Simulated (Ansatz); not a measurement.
Input

```
crystal:
  lattice:
    - [-3.9939696152, 0.0, 0.0]
    - [0.0, -3.9939696152, 0.0]
    - [0.0, 0.0, 12.9823115418]
  atoms:
    - { symbol: Ba, position: [0.0, 1.0, 0.8460423892] }
    - { symbol: Ba, position: [0.0, 1.0, 0.2307276459] }
    - { symbol: Ba, position: [0.0, 1.0, 0.5383850176] }
    - { symbol: Ti, position: [0.5, 0.5, 0.0768989601] }
    - { symbol: Ti, position: [0.5, 0.5, 0.3845563317] }
    - { symbol: Ti, position: [0.5, 0.5, 0.6922137034] }
    - { symbol: O, position: [0.5, 0.5, 0.2307276459] }
    - { symbol: O, position: [0.5, 0.5, 0.5383850176] }
    - { symbol: O, position: [0.5, 0.5, 0.8460423892] }
    - { symbol: O, position: [0.5, 0.0, 0.0768989601] }
    - { symbol: O, position: [0.5, 0.0, 0.3845563317] }
    - { symbol: O, position: [0.5, 0.0, 0.6922137034] }
    - { symbol: O, position: [1.0, 0.5, 0.0768989601] }
    - { symbol: O, position: [1.0, 0.5, 0.3845563317] }
    - { symbol: O, position: [1.0, 0.5, 0.6922137034] }
basis:
  ecutwfc: 500
kpoints:
  mp_grid: { grid: [7, 7, 3] }
hamiltonian:
  xc: r2scan
scf:
  occupations: { method: gaussian, width: 0.05 }
output:
  forces: true
  stress: true
  eigenvalues: true
  write_density: true
  write_potential: true
  elf: true
  volumetric_format: npy
```

Launched as:

```sh
ansatz run input.yaml --threads 2 --pin off --max-ram 5120MiB --backend cpu --events-out ev --progress --plain --runs-dir out
```

Below, planes, directions and counts refer to the conventional cell (a = 3.99 Å, b = 3.99 Å, c = 12.98 Å, α = 90.00°, β = 90.00°, γ = 90.00°).

Space group P4mm; not relaxed (largest force 1.7 eV/Å); computed pressure about −5 GPa in this cell; computed without spin polarisation.

The calculation used DFT r2SCAN, scalar-relativistic, plane waves, PAW (Ansatz 0.2.0).

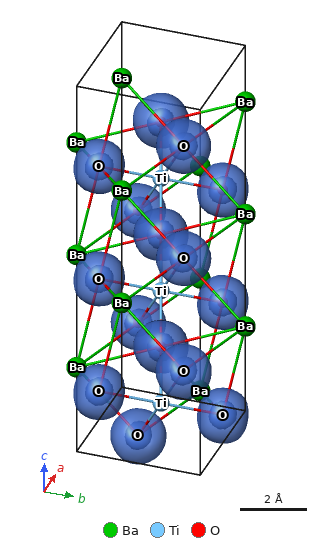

BaTiO₃. Isosurface of the ELF at 0.75 (blue), seen at an oblique angle. Only the valence region is drawn (cores and ρ < 0.01 e/Å³ removed). Sticks mark near contacts.

Core electrons are frozen (PAW), and the valence fields are smoothed inside the atomic spheres.

### Where are the electrons localised?

The ELF exceeds this value in nine regions wrapped around O (the valence shell of each), counted in one cell of 15 atoms. Regions shared between cells count once.

Values along the shortest contacts:
Ti–O (2.00 Å): the ELF peaks at about 0.80 in the valence shell of O, 0.6 Å from its nucleus, and is about 0.20 at the midpoint: no localised pair shows between them. Ba–O (2.82 Å): the ELF is about 0.10 at the midpoint: a largely ionic contact.
